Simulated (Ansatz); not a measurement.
Band edges of KI in space group Cmcm.

The calculation's input:

```yaml
crystal:
  lattice:
    - [2.51266, -4.255227, 0.0]
    - [2.51266, 4.255227, 0.0]
    - [0.0, 0.0, 8.676589]
  atoms:
    - { symbol: K, position: [0.5, 0.5, 0.5] }
    - { symbol: K, position: [0.5, 0.5, 0.0] }
    - { symbol: I, position: [0.84023, 0.15977, 0.25] }
    - { symbol: I, position: [0.15977, 0.84023, 0.75] }
basis:
  ecutwfc: 420
kpoints:
  mp_grid: { grid: [10, 10, 6] }
hamiltonian:
  xc: pbe
scf:
  occupations: { method: gaussian, width: 0.05 }
output:
  forces: true
  eigenvalues: true
  eigenstates:
    nscf_kmesh: { grid: [12, 12, 6] }
    top_band: c12
    de_dk: true
    localisation: true
  stress: true
checkpoint:
  write: ck
  compress: false
  write_wavefunctions: false
  write_every: 100000
magnetization:
  noncollinear: true
  spin_orbit: true
```

Command:

```sh
ansatz run input.yaml --threads 1 --pin off --max-ram 3072MiB --backend cpu --events-out ev --progress --plain --runs-dir out
```

Level of theory: DFT PBE, spin-orbit coupling, plane waves, PAW; levels and slopes on a k mesh at the converged density in Ansatz 0.2.0. Non-magnetic. With an inversion centre and no moment every band is doubly degenerate; a pair is shown and named once. Mesh 12×12×6, interpolated with the band slopes. Unrelaxed database geometry. The cell comes from a database of computed structures, not from a measurement.

Masses come from a second pass at points close to the extrema; at the energies drawn a band may no longer be parabolic.

The gap is direct, 3.46 eV at this level of theory (semilocal functionals give gaps that are too small, and can reorder valleys that lie close).

Valence band: one maximum at Γ, principal masses 0.63, 0.88 and 2.55 mₑ. Band pair 51/52 forms the valence edge; band pair 49/50 begins 0.12 eV lower (at Γ). The surfaces also take in Z, where this band lies 0.14 eV below its edge.
Conduction band: one minimum at Γ, principal masses 0.33, 0.34 and 0.34 mₑ. Band pair 53/54 forms the conduction edge.

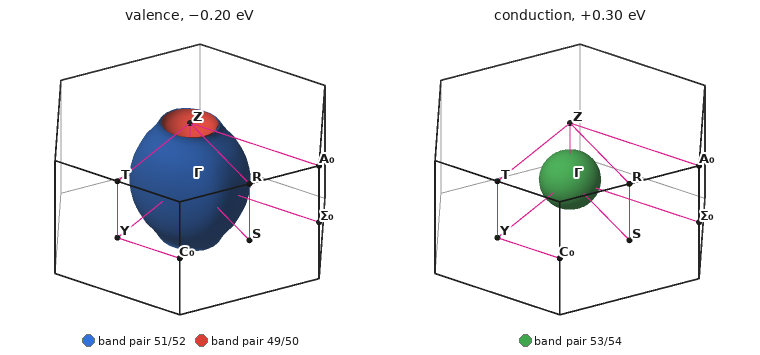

Constant-energy surfaces near the two band edges, measured from each edge.

Where one band's surface lies inside another's, the outer one hides all or part of it.

The mesh is coarse (steps of 0.12 Å⁻¹).
